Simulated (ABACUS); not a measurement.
Band-structure run, with input and output: CdF2

- system: CdF2 (3 atoms in the cell)
- method: Kohn-Sham DFT of a periodic cell, PBEsol, GBRV ultrasoft 1.5 PBEsol, no spin polarisation (ABACUS 3.10.1)

The structure derives from an entry of the Crystallography Open Database. It belongs to a series of runs on one base structure; here: bands on the converged density.

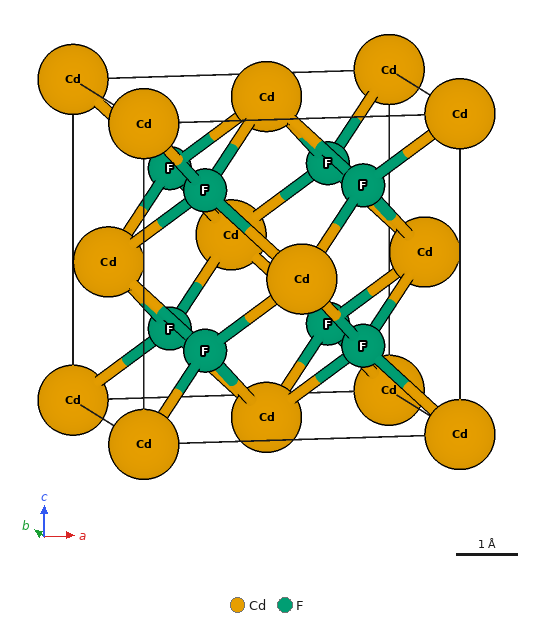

*The structure as given in the input (ball-and-stick view of the cell 4 times as large as that of the calculation, set on its symmetry axes, seen slightly off an axis). An atom can appear more than once, as a periodic image.*

## Input
```
INPUT_PARAMETERS
suffix              CdF2
calculation         nscf
basis_type          pw
pseudo_dir          ./
symmetry            -1
dft_functional      pbesol
ecutwfc             40.0
pseudo_rcut         10
nspin               1
nbands              23
ks_solver           dav
smearing_method     fd
smearing_sigma      0.00367493
scf_thr             1e-08
scf_nmax            100
mixing_type         broyden
mixing_beta         0.7
ecutrho             320.0
init_chg            file
pw_diag_thr         1e-07
out_band            1
kpar                4
```

## File STRU
```
ATOMIC_SPECIES
Cd 112.4140 cd_pbesol_v1.uspp.F.UPF
F 18.9984 f_pbesol_v1.4.uspp.F.UPF

LATTICE_CONSTANT
7.1996511916

LATTICE_VECTORS
0.0000000000 0.7071067812 0.7071067812
0.7071067812 0.0000000000 0.7071067812
0.7071067812 0.7071067812 0.0000000000

ATOMIC_POSITIONS
Cartesian

Cd
0.0
1
0.0000000000 0.0000000000 0.0000000000 1 1 1

F
0.0
2
1.0606601718 1.0606601718 1.0606601718 1 1 1
0.3535533906 0.3535533906 0.3535533906 1 1 1
```

## File KPT
```
K_POINTS
12
Line
0.00000000 0.00000000 0.00000000 10 // G
0.50000000 0.00000000 0.50000000 10 // X
0.50000000 0.25000000 0.75000000 10 // W
0.37500000 0.37500000 0.75000000 10 // K
0.00000000 0.00000000 0.00000000 10 // G
0.50000000 0.50000000 0.50000000 10 // L
0.62500000 0.25000000 0.62500000 10 // U
0.50000000 0.25000000 0.75000000 10 // W
0.50000000 0.50000000 0.50000000 10 // L
0.37500000 0.37500000 0.75000000 1 // K
0.62500000 0.25000000 0.62500000 10 // U
0.50000000 0.00000000 0.50000000 1 // X
```

Hardware: 4 threads of AMD EPYC (Zen 3), 32 GiB of memory available, shared host.

Run as:
```bash
OMP_NUM_THREADS=1 mpirun -np 4 abacus > log
```

## Output
```
ABACUS v3.10.1

               Atomic-orbital Based Ab-initio Computation at UStc

 ------------------------------------------------------------------------------------

 READING GENERAL INFORMATION
                           global_out_dir = OUT.CdF2/
                           global_in_card = INPUT
                               pseudo_dir = ./
                              orbital_dir =
                                    DSIZE = 4
                                    GSIZE = 1

 READING UNITCELL INFORMATION
                                    ntype = 2
                  lattice constant (Bohr) = 7.19965
              lattice constant (Angstrom) = 3.80989

 READING ATOM TYPE 1
                               atom label = Cd
                      L=0, number of zeta = 1
                      L=1, number of zeta = 1
                      L=2, number of zeta = 1
             number of atom for this type = 1

 READING ATOM TYPE 2
                               atom label = F
                      L=0, number of zeta = 1
                      L=1, number of zeta = 1
                      L=2, number of zeta = 1
             number of atom for this type = 2

                        TOTAL ATOM NUMBER = 3
CARTESIAN COORDINATES ( UNIT =       7.199651191600 Bohr ).
    atom                   x                   y                   z     mag                  vx                  vy                  vz
tauc_Cd1            0.0000000000        0.0000000000        0.0000000000  0.0000        0.0000000000        0.0000000000        0.0000000000
tauc_F1            1.0606601718        1.0606601718        1.0606601718  0.0000        0.0000000000        0.0000000000        0.0000000000
tauc_F2            0.3535533906        0.3535533906        0.3535533906  0.0000        0.0000000000        0.0000000000        0.0000000000

                          Volume (Bohr^3) = 263.888
                             Volume (A^3) = 39.1041

 Lattice vectors: (Cartesian coordinate: in unit of a_0)
                   +0           +0.707107           +0.707107
            +0.707107                  +0           +0.707107
            +0.707107           +0.707107                  +0
 Reciprocal vectors: (Cartesian coordinate: in unit of 2 pi/a_0)
            -0.707107           +0.707107           +0.707107
            +0.707107           -0.707107           +0.707107
            +0.707107           +0.707107           -0.707107
 The esolver type has been set to : ksdft_pw

                PAO radial cut off (Bohr) = 10

 Read in pseudopotential file is cd_pbesol_v1.uspp.F.UPF
                     pseudopotential type = US
          exchange-correlation functional = PBEsol
                 nonlocal core correction = 1
                        valence electrons = 12
                                     lmax = 2
                           number of zeta = 3
                     number of projectors = 6
                           L of projector = 0
                           L of projector = 0
                           L of projector = 1
                           L of projector = 1
                           L of projector = 2
                           L of projector = 2
 XC functional updated to : pbesol
          exchange-correlation functional = PBESOL
                PAO radial cut off (Bohr) = 10

 Read in pseudopotential file is f_pbesol_v1.4.uspp.F.UPF
                     pseudopotential type = US
          exchange-correlation functional = PBEsol
                 nonlocal core correction = 0
                        valence electrons = 7
                                     lmax = 1
                           number of zeta = 2
                     number of projectors = 4
                           L of projector = 0
                           L of projector = 0
                           L of projector = 1
                           L of projector = 1
 XC functional updated to : pbesol
          exchange-correlation functional = PBESOL
     initial pseudo atomic orbital number = 17

 SETUP THE ELECTRONS NUMBER
            electron number of element Cd = 12
      total electron number of element Cd = 12
             electron number of element F = 7
       total electron number of element F = 14
            AUTOSET number of electrons:  = 26
                           occupied bands = 13
                                   NBANDS = 23
                                   NLOCAL = 27

 SETUP THE PLANE WAVE BASIS
 energy cutoff for charge/potential (unit:Ry) = 160
            fft grid for charge/potential = [ 30, 30, 30 ]
                        fft grid division = [ 1, 1, 1 ]
        big fft grid for charge/potential = [ 45, 45, 45 ]
                                     nbxx = 91125
                                     nrxx = 27000

 SETUP PLANE WAVES FOR CHARGE/POTENTIAL
                    number of plane waves = 9185
                         number of sticks = 583

 PARALLEL PW FOR CHARGE/POTENTIAL
     PROC   COLUMNS(POT)             PW
        1            583           9185
 --------------- sum -------------------
        1            583           9185
                            number of |g| = 143
                                  max |g| = 210
                                  min |g| = 0

 energy cutoff for dense charge/potential (unit:Ry) = 320
      fft grid for dense charge/potential = [ 45, 45, 45 ]
                                     nrxx = 91125

 SETUP PLANE WAVES FOR dense CHARGE/POTENTIAL
                    number of plane waves = 25605
                         number of sticks = 1147

 PARALLEL PW FOR dense CHARGE/POTENTIAL
     PROC   COLUMNS(POT)             PW
        1           1147          25605
 --------------- sum -------------------
        1           1147          25605
                            number of |g| = 283
                                  max |g| = 420
                                  min |g| = 0

----------- Double Check Mixing Parameters Begin ------------
mixing_type: broyden
mixing_beta: 0.7
mixing_gg0: 1
mixing_gg0_min: 0.1
mixing_ndim: 8
----------- Double Check Mixing Parameters End ------------

 SETUP K-POINTS
                                    nspin = 1
                                   nkstot = 102
K-POINTS DIRECT COORDINATES
 KPOINTS    DIRECT_X    DIRECT_Y    DIRECT_Z  WEIGHT
       1  0.00000000  0.00000000  0.00000000  1.0000
       2  0.05000000  0.00000000  0.05000000  1.0000
       3  0.10000000  0.00000000  0.10000000  1.0000
       4  0.15000000  0.00000000  0.15000000  1.0000
       5  0.20000000  0.00000000  0.20000000  1.0000
       6  0.25000000  0.00000000  0.25000000  1.0000
       7  0.30000000  0.00000000  0.30000000  1.0000
       8  0.35000000  0.00000000  0.35000000  1.0000
       9  0.40000000  0.00000000  0.40000000  1.0000
      10  0.45000000  0.00000000  0.45000000  1.0000
      11  0.50000000  0.00000000  0.50000000  1.0000
      12  0.50000000  0.02500000  0.52500000  1.0000
      13  0.50000000  0.05000000  0.55000000  1.0000
      14  0.50000000  0.07500000  0.57500000  1.0000
      15  0.50000000  0.10000000  0.60000000  1.0000
      16  0.50000000  0.12500000  0.62500000  1.0000
      17  0.50000000  0.15000000  0.65000000  1.0000
      18  0.50000000  0.17500000  0.67500000  1.0000
      19  0.50000000  0.20000000  0.70000000  1.0000
      20  0.50000000  0.22500000  0.72500000  1.0000
      21  0.50000000  0.25000000  0.75000000  1.0000
      22  0.48750000  0.26250000  0.75000000  1.0000
      23  0.47500000  0.27500000  0.75000000  1.0000
      24  0.46250000  0.28750000  0.75000000  1.0000
      25  0.45000000  0.30000000  0.75000000  1.0000
      26  0.43750000  0.31250000  0.75000000  1.0000
      27  0.42500000  0.32500000  0.75000000  1.0000
      28  0.41250000  0.33750000  0.75000000  1.0000
      29  0.40000000  0.35000000  0.75000000  1.0000
      30  0.38750000  0.36250000  0.75000000  1.0000
[... 72 further k points ...]

           k-point number in this process = 26
       minimum distributed K point number = 25

[... K-POINTS CARTESIAN COORDINATES: 26 rows ...]

[... K-POINTS DIRECT COORDINATES: 26 rows ...]

 SETUP PLANE WAVES FOR WAVE FUNCTIONS
     energy cutoff for wavefunc (unit:Ry) = 40
              fft grid for wave functions = [ 30, 30, 30 ]
                    number of plane waves = 1471
                         number of sticks = 169

 PARALLEL PW FOR WAVE FUNCTIONS
     PROC   COLUMNS(POT)             PW
        1            169           1471
 --------------- sum -------------------
        1            169           1471

 SETUP NONLOCAL PSEUDOPOTENTIALS IN PLANE WAVE BASIS
 Cd non-local projectors:
 projector 1 L=0
 projector 2 L=0
 projector 3 L=1
 projector 4 L=1
 projector 5 L=2
 projector 6 L=2
 F non-local projectors:
 projector 1 L=0
 projector 2 L=0
 projector 3 L=1
 projector 4 L=1
      TOTAL NUMBER OF NONLOCAL PROJECTORS = 34

 Init Non-Local PseudoPotential table :
 Init Non-Local-Pseudopotential done.

                                     npwx = 1139

 Make real space PAO into reciprocal space.
       max mesh points in Pseudopotential = 767
     dq(describe PAO in reciprocal space) = 0.01
                                    max q = 763

 number of pseudo atomic orbitals for Cd is 3
WARNING: norm of atomic wavefunction # 2 of atomic type Cd is 0.999991, renormalized
WARNING: norm of atomic wavefunction # 3 of atomic type Cd is 0.999052, renormalized

 number of pseudo atomic orbitals for F is 2

 -------------------------------------------
 NONSELF-CONSISTENT
 -------------------------------------------
                                 init_chg = file
 try to read charge from file
 Read in the charge density: OUT.CdF2//CdF2-CHARGE-DENSITY.restart

 PW ALGORITHM --------------- ION=   1  ELEC=   1--------------------------------
 k(1/102) Iter steps (avg)=14 threshold=1e-07
 k(2/102) Iter steps (avg)=14 threshold=1e-07
 k(3/102) Iter steps (avg)=15 threshold=1e-07
 k(4/102) Iter steps (avg)=16 threshold=1e-07
 k(5/102) Iter steps (avg)=15 threshold=1e-07
 k(6/102) Iter steps (avg)=14 threshold=1e-07
 k(7/102) Iter steps (avg)=14 threshold=1e-07
 k(8/102) Iter steps (avg)=16 threshold=1e-07
 k(9/102) Iter steps (avg)=16 threshold=1e-07
 k(10/102) Iter steps (avg)=15 threshold=1e-07
 k(11/102) Iter steps (avg)=14 threshold=1e-07
 k(12/102) Iter steps (avg)=15 threshold=1e-07
 k(13/102) Iter steps (avg)=15 threshold=1e-07
 k(14/102) Iter steps (avg)=17 threshold=1e-07
 k(15/102) Iter steps (avg)=17 threshold=1e-07
 k(16/102) Iter steps (avg)=16 threshold=1e-07
 k(17/102) Iter steps (avg)=14 threshold=1e-07
 k(18/102) Iter steps (avg)=15 threshold=1e-07
 k(19/102) Iter steps (avg)=14 threshold=1e-07
 k(20/102) Iter steps (avg)=13 threshold=1e-07
 k(21/102) Iter steps (avg)=14 threshold=1e-07
 k(22/102) Iter steps (avg)=14 threshold=1e-07
 k(23/102) Iter steps (avg)=13 threshold=1e-07
 k(24/102) Iter steps (avg)=14 threshold=1e-07
 k(25/102) Iter steps (avg)=14 threshold=1e-07
 k(26/102) Iter steps (avg)=14 threshold=1e-07
[... levels at 26 k points of this process ...]

 Density error is 0.00000000000
                          Error Threshold = 1.00000000000e-07
----------------------------------------------------------
     Energy           Rydberg                 eV
----------------------------------------------------------
 E_KohnSham     -211.6736387794      -2879.9676037934
 E_KS(sigma->0) -211.6736387794      -2879.9676037934
 E_Harris       -211.6736387794      -2879.9676037934
 E_band         -1.8216561211        -24.7849030438
 E_one_elec     -60.0586511295       -817.1398695552
 E_Hartree      51.8770677310        705.8237166731
 E_xc           -57.5675177343       -783.2462609022
 E_Ewald        -145.9245376466      -1985.4051900092
 E_entropy(-TS) -0.0000000000        -0.0000000000
 E_descf        0.0000000000         0.0000000000
 E_exx          0.0000000000         0.0000000000
 E_Fermi        0.4275138285         5.8166240418
----------------------------------------------------------

 charge density convergence is achieved
 final etot is -2879.9676038 eV
 EFERMI = 5.8166240418 eV

 STATE ENERGY(eV) AND OCCUPATIONS    NSPIN == 1
 1/26 kpoint (Cartesian) = 0.0000 0.0000 0.0000 (1139 pws)
       1       -16.0774      0.0196078
       2       -14.9461      0.0196078
       3      -0.960238      0.0196078
       4      -0.960238      0.0196078
       5      -0.960238      0.0196078
       6       0.297451      0.0196078
       7       0.297451      0.0196078
       8        3.63854      0.0196078
       9        3.63854      0.0196078
      10        3.63854      0.0196078
      11        4.18393      0.0196078
      12        4.18393      0.0196078
      13        4.18393      0.0196078
      14        7.54739    1.81618e-17
      15        17.1285        0.00000
      16        17.1285        0.00000
      17        17.1285        0.00000
      18        22.0252        0.00000
      19        24.4235        0.00000
      20        24.4235        0.00000
      21        27.9244        0.00000
      22        27.9244        0.00000
      23        27.9244        0.00000

 2/26 kpoint (Cartesian) = 0.0000 0.070711 0.0000 (1119 pws)
       1       -16.0664      0.0196078
       2       -14.9557      0.0196078
       3      -0.946077      0.0196078
       4      -0.946077      0.0196078
       5      -0.924759      0.0196078
       6       0.284641      0.0196078
       7       0.300443      0.0196078
       8        3.52651      0.0196078
       9        3.60468      0.0196078
      10        3.60468      0.0196078
      11        4.18309      0.0196078
      12        4.18443      0.0196078
      13        4.18443      0.0196078
      14        7.68335    1.19749e-18
      15        16.9532        0.00000
      16        17.1750        0.00000
      17        17.1750        0.00000
      18        22.2848        0.00000
      19        24.2051        0.00000
      20        24.4410        0.00000
      21        27.8089        0.00000
      22        27.9636        0.00000
      23        27.9636        0.00000

 3/26 kpoint (Cartesian) = 0.0000 0.14142 0.0000 (1139 pws)
       1       -16.0343      0.0196078
       2       -14.9833      0.0196078
       3      -0.904156      0.0196078
       4      -0.904156      0.0196078
       5      -0.821495      0.0196078
       6       0.243647      0.0196078
       7       0.308866      0.0196078
       8        3.23711      0.0196078
       9        3.49730      0.0196078
      10        3.49730      0.0196078
      11        4.18010      0.0196078
      12        4.19399      0.0196078
      13        4.19399      0.0196078
      14        8.04713    8.28835e-22
      15        16.5286        0.00000
      16        17.3080        0.00000
      17        17.3080        0.00000
      18        22.7370        0.00000
      19        23.8869        0.00000
      20        24.4933        0.00000
      21        27.4825        0.00000
      22        28.0856        0.00000
      23        28.0856        0.00000

 4/26 kpoint (Cartesian) = 0.0000 0.21213 0.0000 (1138 pws)
       1       -15.9837      0.0196078
       2       -15.0259      0.0196078
       3      -0.834134      0.0196078
       4      -0.834134      0.0196078
       5      -0.658731      0.0196078
       6       0.169858      0.0196078
       7       0.322052      0.0196078
       8        2.86619      0.0196078
       9        3.31423      0.0196078
      10        3.31423      0.0196078
      11        4.17537      0.0196078
      12        4.22396      0.0196078
      13        4.22396      0.0196078
      14        8.55703    3.08744e-26
      15        16.0182        0.00000
      16        17.5092        0.00000
      17        17.5092        0.00000
      18        22.2811        0.00000
      19        24.5777        0.00000
      20        24.5796        0.00000
      21        26.9981        0.00000
      22        28.2268        0.00000
      23        28.2268        0.00000

 5/26 kpoint (Cartesian) = 0.0000 0.28284 0.0000 (1134 pws)
       1       -15.9191      0.0196078
       2       -15.0788      0.0196078
       3      -0.736596      0.0196078
       4      -0.736596      0.0196078
       5      -0.450682      0.0196078
       6      0.0569368      0.0196078
       7       0.338723      0.0196078
       8        2.49352      0.0196078
       9        3.06733      0.0196078
      10        3.06733      0.0196078
      11        4.16871      0.0196078
      12        4.27437      0.0196078
      13        4.27437      0.0196078
      14        9.15130    2.12722e-31
      15        15.5222    9.78640e-87
      16        17.7527        0.00000
      17        17.7527        0.00000
      18        21.3372        0.00000
      19        24.6980        0.00000
      20        25.8611        0.00000
      21        26.4203        0.00000
      22        28.1594        0.00000
      23        28.1594        0.00000

 6/26 kpoint (Cartesian) = 0.0000 0.35355 0.0000 (1118 pws)
       1       -15.8460      0.0196078
       2       -15.1363      0.0196078
       3      -0.612970      0.0196078
       4      -0.612970      0.0196078
       5      -0.215414      0.0196078
       6     -0.0963449      0.0196078
       7       0.357313      0.0196078
       8        2.16999      0.0196078
       9        2.77763      0.0196078
      10        2.77763      0.0196078
      11        4.15999      0.0196078
      12        4.33783      0.0196078
      13        4.33783      0.0196078
      14        9.79470    5.48660e-37
      15        15.0867    5.93699e-83
      16        18.0092        0.00000
      17        18.0092        0.00000
      18        20.2925        0.00000
      19        24.8445        0.00000
      20        25.8123        0.00000
      21        27.3577        0.00000
      22        28.0509        0.00000
      23        28.0509        0.00000

[... levels at 20 further k points ...]

 --------------------------------------------
 !FINAL_ETOT_IS -2879.967603793429 eV
 --------------------------------------------

 Output bands in file: OUT.CdF2/BANDS_1.dat
```

## Standard output
```
ABACUS
v3.10.1

               Atomic-orbital Based Ab-initio Computation at UStc

 dft_functional readin is: pbesol
 dft_functional in pseudopot file is: PBEsol
 Please make sure this is what you need
 dft_functional readin is: pbesol
 dft_functional in pseudopot file is: PBEsol
 Please make sure this is what you need
 UNIFORM GRID DIM        : 30 * 30 * 30
 UNIFORM GRID DIM(BIG)   : 45 * 45 * 45
 UNIFORM GRID DIM(DENSE) : 45 * 45 * 45
 ---------------------------------------------------------
 ---------------------------------------------------------
 SPIN    KPOINTS         PROCESSORS  THREADS
 1       102             4           4
 ---------------------------------------------------------
 Use plane wave basis
 ---------------------------------------------------------
 ELEMENT NATOM       XC
 Cd      1
 F       2
 ---------------------------------------------------------
 Initial plane wave basis and FFT box
 ---------------------------------------------------------
 -------------------------------------------
 NONSELF-CONSISTENT :
 -------------------------------------------
 START CHARGE      : file
 ITER       ETOT/eV          EDIFF/eV         DRHO     TIME/s
 DA1     -2.87996760e+03   0.00000000e+00   0.0000e+00   5.34
```

## Summary

- outcome: converged
- space group (tolerance 0.01 Å): Fm-3m (225)
- electrons treated: 26
- Fermi energy: 6.465 eV
- gap on the band path: 2.89 eV
- wall time: 8.1 s (CPU time 28 s)
- peak memory: 0.6 GiB
